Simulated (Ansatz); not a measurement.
Input file:

```
crystal:
  lattice:
    - [2.7200250909, 0.0, 0.0]
    - [-1.3600125454, 2.3556108276, 0.0]
    - [0.0, 0.0, 30.5935389932]
  atoms:
    - { symbol: Ru, position: [0.3333333333, 0.6666666667, 0.3595530417] }
    - { symbol: Ru, position: [0.6666666667, 0.3333333333, 0.4297765208] }
    - { symbol: Ru, position: [0.3333333333, 0.6666666667, 0.5] }
    - { symbol: Ru, position: [0.6666666667, 0.3333333333, 0.5702234792] }
    - { symbol: Ru, position: [0.3333333333, 0.6666666667, 0.6404469583] }
basis:
  ecutwfc: 420
kpoints:
  mp_grid: { grid: [15, 15, 1] }
hamiltonian:
  xc: pbe
scf:
  occupations: { method: gaussian, width: 0.1 }
output:
  forces: true
  stress: true
  eigenvalues: true
  write_density: true
  write_potential: true
  elf: true
  volumetric_format: npy
efield:
  axis: 3
  dipole_correction: true
  ramp_width: 0.04
```

Launched as:

```sh
ansatz run input.yaml --threads 1 --pin off --max-ram 2560MiB --backend cpu --events-out ev --progress --plain --runs-dir out
```

Not relaxed (largest force 0.7 eV/Å); computed without spin polarisation.

Theory: DFT PBE, scalar-relativistic, plane waves, PAW in Ansatz 0.2.0.

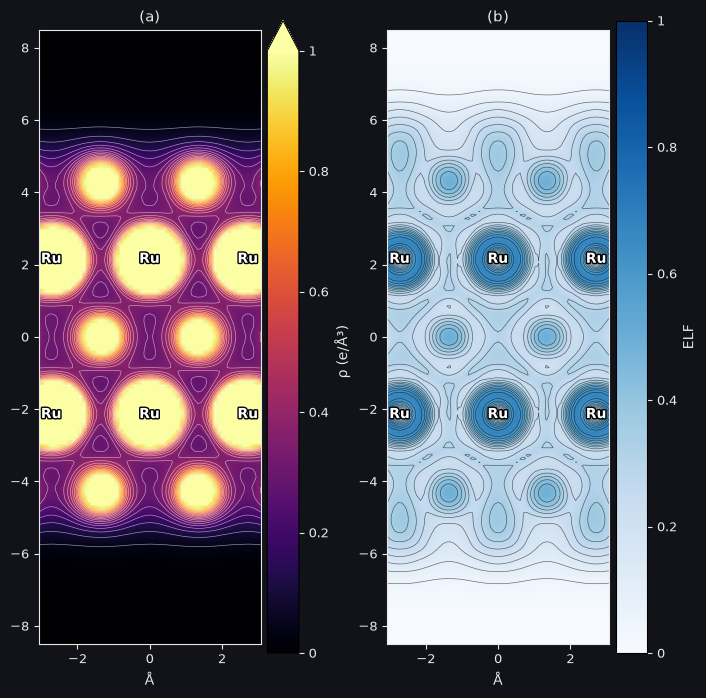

Ru (slab). (a) valence charge density (pseudo); (b) ELF on the (100) plane of the calculation cell, a cut from vacuum to vacuum.

### What does the map show?

Atoms in the plane: Ru. Atoms just off the plane (Ru, 0.8 Å away) can leave unmarked features too. Ru–Ru (2.72 Å): the density is about 0.38 e/Å³ at the midpoint; the ELF is about 0.30 at the midpoint. The density dies away to nearly zero in the vacuum. The features right at Ru lie inside the PAW spheres, where the map follows smoothed inner orbitals and isn't to be read closely.
